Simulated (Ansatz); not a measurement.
Crystal: CsI, a calculation's input that goes back to an entry of the Crystallography Open Database (an earlier step may have relaxed or displaced it).

```cif
data_structure
_symmetry_space_group_name_H-M 'P 1'
_symmetry_Int_Tables_number 1
_cell_length_a 4.5667
_cell_length_b 4.5667
_cell_length_c 4.5667
_cell_angle_alpha 90.000
_cell_angle_beta 90.000
_cell_angle_gamma 90.000
_cell_volume 95.24
loop_
_atom_site_label
_atom_site_type_symbol
_atom_site_fract_x
_atom_site_fract_y
_atom_site_fract_z
_atom_site_occupancy
Cs1 Cs 0.00000 0.00000 0.00000 1
I1 I 0.50000 0.50000 0.50000 1
```

Q: What does its first Brillouin zone look like, and which path through it is standard?

A: It has a simple cubic lattice (cP; extended symbol cP2). The zone is a cube: 6 faces (6 with 4 edges), 12 edges, 8 vertices. Path: Γ–X–M–Γ–R–X | R–M.

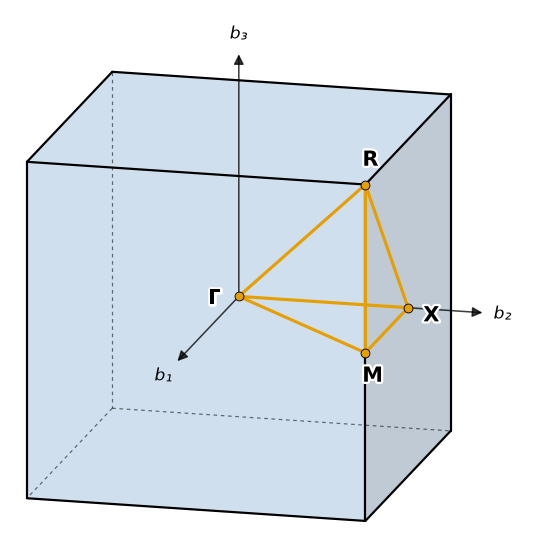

Labels and path follow the convention of Hinuma et al. (2017), as computed by seekpath; the arrows show the directions of the reciprocal primitive vectors b₁, b₂, b₃, in which coordinates are given; lengths include the factor 2π.

| point | k₁ | k₂ | k₃ | length of k (1/Å) |
| --- | --- | --- | --- | --- |
| Γ | 0 | 0 | 0 | 0.000 |
| R | 1/2 | 1/2 | 1/2 | 1.192 |
| M | 1/2 | 1/2 | 0 | 0.973 |
| X | 0 | 1/2 | 0 | 0.688 |
